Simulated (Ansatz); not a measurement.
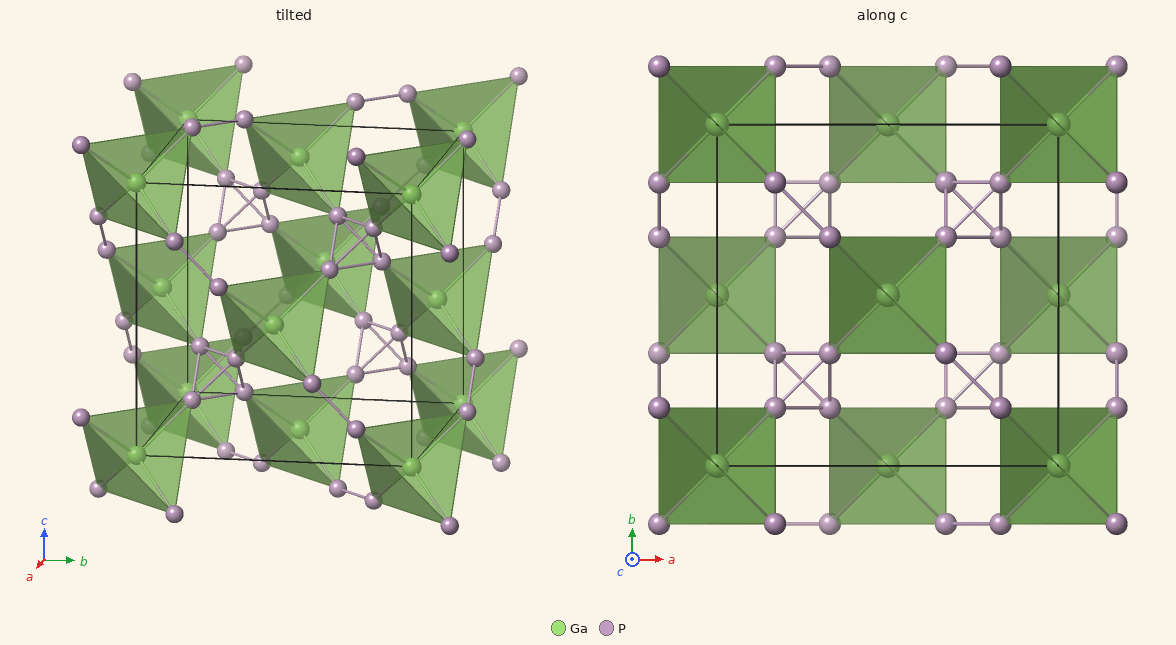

The figure gives a polyhedral picture of the atoms, viewed slightly off an axis and along the c axis. One conventional unit cell is outlined, and atoms on its boundary appear in each equivalent place. A few atoms beyond the faces are included. Cell: a = 9.90 Å, b = 9.90 Å, c = 9.90 Å, α = 90.00°, β = 90.00°, γ = 90.00°.

Origin of the cell: a random cell made by a generator, so it need not be a real form of the compound. Earlier steps of the study, as a rule a relaxation of our own, may have changed the cell and positions, so they can lie some per cent off the listed ones. Ansatz was used for an electronic-structure calculation on it.

### Notes on the structure:

The formula is GaP₄. Space group F-43m (No. 216), lattice face-centred cubic. Content of the cell: 4 Ga, 16 P (Z = 4). The polyhedra are GaP4 tetrahedra; they share no atoms with one another. Around each Ga lie four P in a tetrahedral arrangement at about 2.9 Å. About every P there are three P and one Ga (about 2.2 Å to P, 2.9 Å to Ga). The bonds build a three-dimensional framework.

The numbers come from Ansatz 0.2.0, DFT PBE, scalar-relativistic, plane waves, PAW, using a kinetic-energy cutoff of 420 eV, k-points about 0.14 Å⁻¹ apart, Gaussian smearing of 0.1 eV, no spin polarisation.

### Is the electronic structure metallic or gapped?

A metal: bands cross the Fermi level.

### How charged are the atoms, by the Bader scheme?

Ga +0.39 e; P -0.10 e.

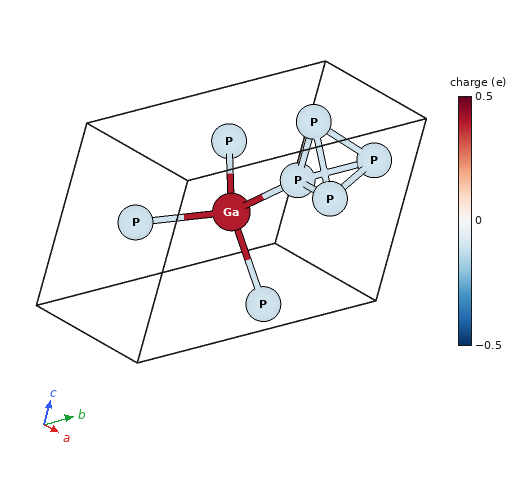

The atoms coloured by those charges. The run's cell of 5 atoms is drawn, so axes and origin can differ from the first picture.

### Does the calculation find this structure at rest?

Yes. The largest force is 0.02 eV/Å. The pressure is 0.0 GPa, close to zero.
